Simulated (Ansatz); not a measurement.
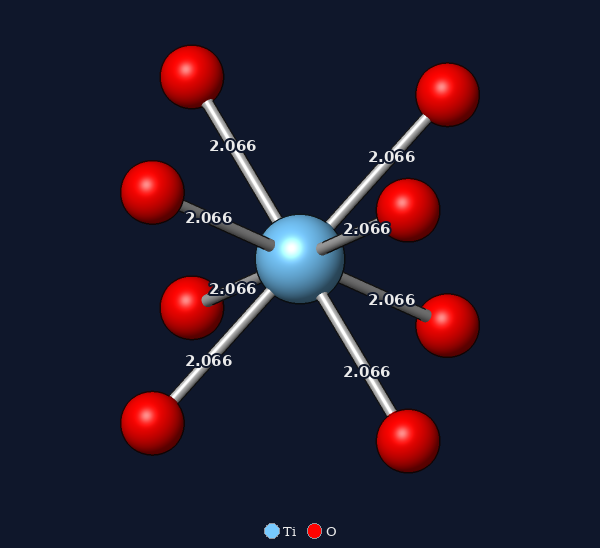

The surroundings of site Ti1 (at 0.000, 0.000, 0.000) in TiO2 (Fm-3m, No. 225), with bond lengths in Å.

Origin of the cell: the end point of a relaxation with Ansatz 0.2.0, DFT, HSE06, plane waves, PAW; the starting structure was generated, so it need not be a known form of this composition.

```
CELL_PARAMETERS angstrom
4.77126 0.00000 0.00000
0.00000 4.77126 0.00000
0.00000 0.00000 4.77126
ATOMIC_POSITIONS crystal
Ti 0.00000 0.00000 0.00000
O 0.25000 0.75000 0.75000
O 0.25000 0.25000 0.75000
Ti 0.00000 0.50000 0.50000
O 0.25000 0.25000 0.25000
O 0.25000 0.75000 0.25000
Ti 0.50000 0.00000 0.50000
O 0.75000 0.75000 0.25000
O 0.75000 0.25000 0.25000
Ti 0.50000 0.50000 0.00000
O 0.75000 0.25000 0.75000
O 0.75000 0.75000 0.75000
```

Bond valence s = exp((R0 − d)/b), R0 fitted to published crystal structures with b = 0.37 Å, summed over all anions within 5 Å; R0 in Å: Ti3+–O 1.778; Ti4+–O 1.801.

### Which oxidation state of Ti do these bonds support?

With the Ti3+ parameters the computed sum is 8 × 0.459 = 3.67. With the Ti4+ parameters the computed sum is 8 × 0.489 = 3.91. The sum matches its own assumption best for Ti4+, which also balances the formula's charge.

### And over the whole structure?

```csv
site,"x, y, z",formal valence,bond-valence sum,difference
Ti1,"0.000, 0.000, 0.000",+4,3.98,-0.02
O1,"0.250, 0.750, 0.750",−2,1.99,-0.01
```

These sums include all anions within 5 Å. The global instability index (root mean square of the differences over all atoms) is 0.01 v.u.: little strain.
